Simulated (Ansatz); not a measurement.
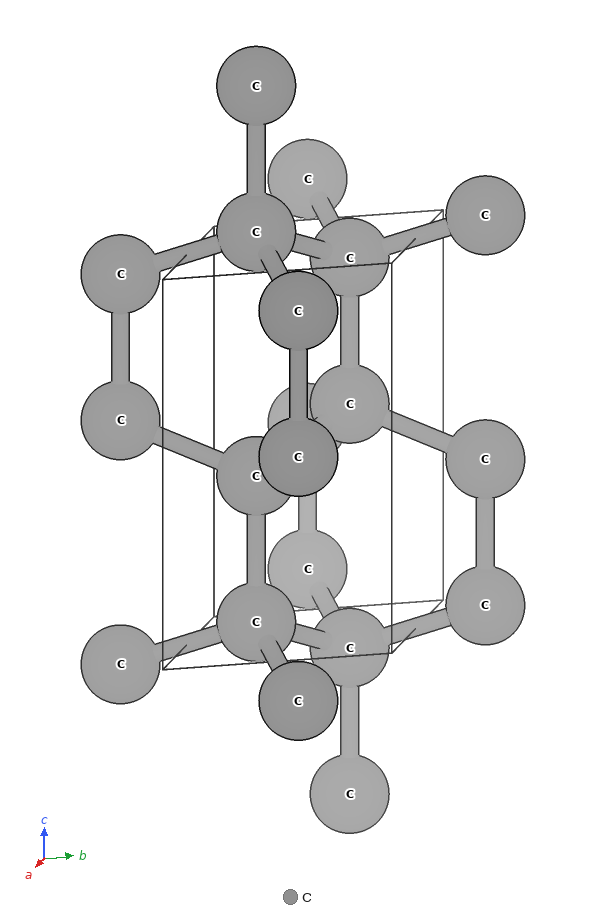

Shown here is a ball-and-stick view of the crystal, taken slightly off an axis. The edges of the unit cell are marked. Outside the box, the atoms bonded to those within are drawn.

C, a = 2.516 Å, b = 2.506 Å, c = 4.169 Å, α = 90.00°, β = 90.00°, γ = 120.12°. Strictly the space group is Cmcm (No. 63, within 0.01 Å). It is a distorted form of a primitive hexagonal structure, space group P6_3/mmc (No. 194) within 0.25 Å: hexagonal diamond (lonsdaleite type). Starting structure: a structure type filled with this element by a generator (whether the element takes this form wasn't checked). The cell was then strained or its atoms displaced on purpose. A calculation with Ansatz used it as input.

This one geometry was computed with Ansatz (DFT, plane waves, PAW) at three levels of theory: HSE06, r2SCAN and PBE. It was relaxed with r2SCAN and then strained.

Which level gives the highest pressure at this volume, and what does that say about its equilibrium volume?

Highest: PBE (2.0 GPa), which points to the largest equilibrium volume. Lowest, with the smallest volume: HSE06 (-7.9 GPa). Levels within 0.5 GPa of each other can't be told apart.

How does the band gap change with the level of theory?

PBE: a gap of 3.33 eV, indirect; r2SCAN: a gap of 3.60 eV, indirect; HSE06: a gap of 4.38 eV, indirect.

Collect the results in a table.

| level | cutoff (eV) | k-mesh of the run's cell | gap (eV) | pressure (GPa) |
| --- | --- | --- | --- | --- |
| HSE06 | 420 | 9×9×4 | 4.38 | -7.9 |
| r2SCAN | 500 | 12×12×6 | 3.60 | -2.2 |
| PBE | 420 | 12×12×6 | 3.33 | 2.0 |

Gaps are taken on the k-mesh or band path of each run.
